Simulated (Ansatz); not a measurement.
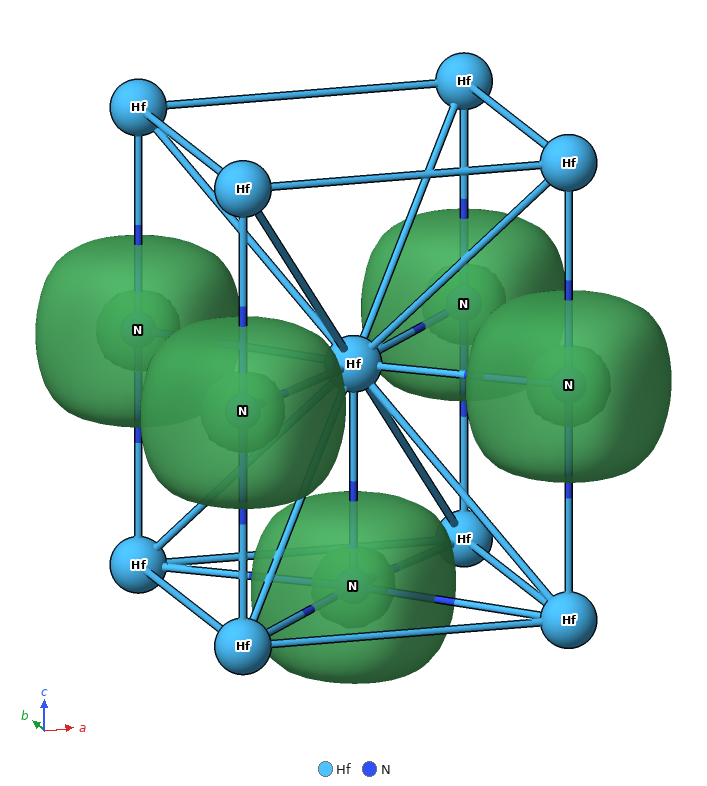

*HfN. Isosurface of the ELF at 0.6 (green), seen slightly off an axis. Core shells and regions of very low density are left out. Sticks mark near contacts.*

Space group I4mm; changed on purpose from its base cell (mode 5 frozen in at -0.058 Å, normal strain along y -0.0233); not relaxed (largest force 0.9 eV/Å); computed pressure about 7 GPa in this cell; computed without spin polarisation; PAW files of the earlier set (soft_1).

Method: Ansatz, DFT PBE, scalar-relativistic, plane waves, PAW.

In a PAW calculation such maps are meaningful between the atoms, not at the nuclei.

Describe the localisation domains.

The ELF exceeds this value in two regions wrapped around N (the valence shell of each), counted in one cell of 4 atoms. Any copies at cell faces, edges or corners count once.

Values along the shortest contacts:
Hf–N (2.16 Å): the ELF peaks at about 0.80 in the valence shell of N, 0.6 Å from its nucleus, and drops to about 0.15 between the two atoms (no shared electron pair shows on this line). Hf–Hf (3.18 Å): the ELF is about 0.15 at the midpoint; no localised pair shows between them.

Metal or insulator at this level of theory?

It is gapless in this calculation (a metal or semimetal).
